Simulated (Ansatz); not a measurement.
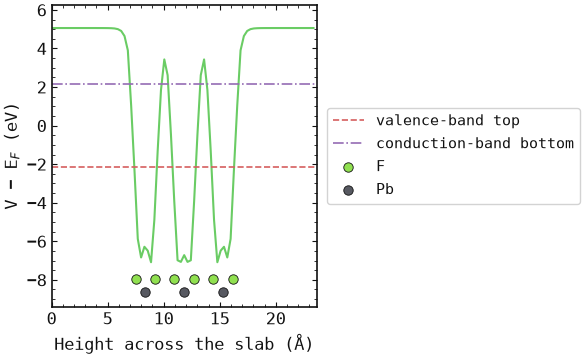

Plane-averaged electrostatic potential energy of an electron across the slab; circles at the bottom mark the heights of the atoms.

Structure: a (111) slab cut from PbF₂ (Fm-3m), ended by F planes, 9 atoms in the cell; a = 4.24 Å, b = 4.24 Å, c = 23.66 Å, α = 90.00°, β = 90.00°, γ = 120.00°.

Method: DFT PBE, scalar-relativistic, plane waves, PAW, no spin polarisation, 9×9×1 k mesh, Gaussian smearing of 0.05 eV (Ansatz).

What are the ionisation potential and the electron affinity of the slab?

Answer. From the vacuum level at the right face the ionisation potential is 7.20 eV and the electron affinity 2.92 eV; the left face gives the same. The slab's gap, their difference before rounding, is 4.27 eV. The two vacuum levels agree, so the slab has no net dipole along its normal.

How thick are slab and vacuum?

Answer. The outermost atoms are 8.7 Å apart, which leaves 15.0 Å of vacuum in a cell 23.7 Å high.

Spin-orbit coupling is left out, which matters for Pb.
